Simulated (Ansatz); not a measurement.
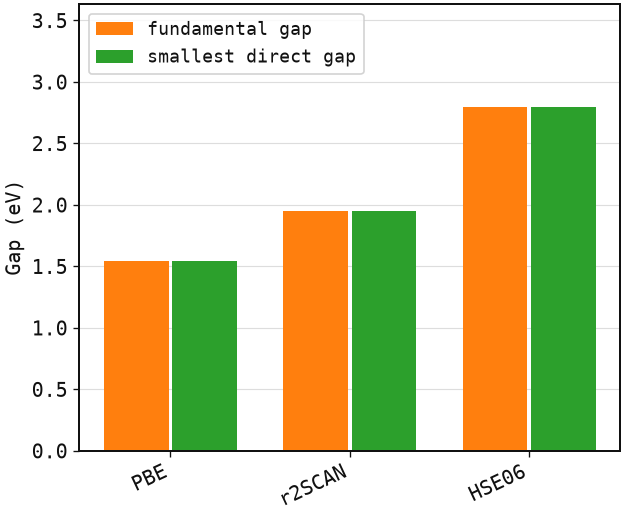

Gaps of GaN, space group Imm2, 2 atoms in the cell, zincblende type, shear (xy) strain −5.0%, at several levels of theory on one cell (Ansatz, plane waves and PAW; edges over the mesh and the special points).

> How does the gap depend on the level, and does its kind change?

In rising order: PBE 1.54 eV, r2SCAN 1.95 eV and HSE06 2.79 eV. It is direct at every level.
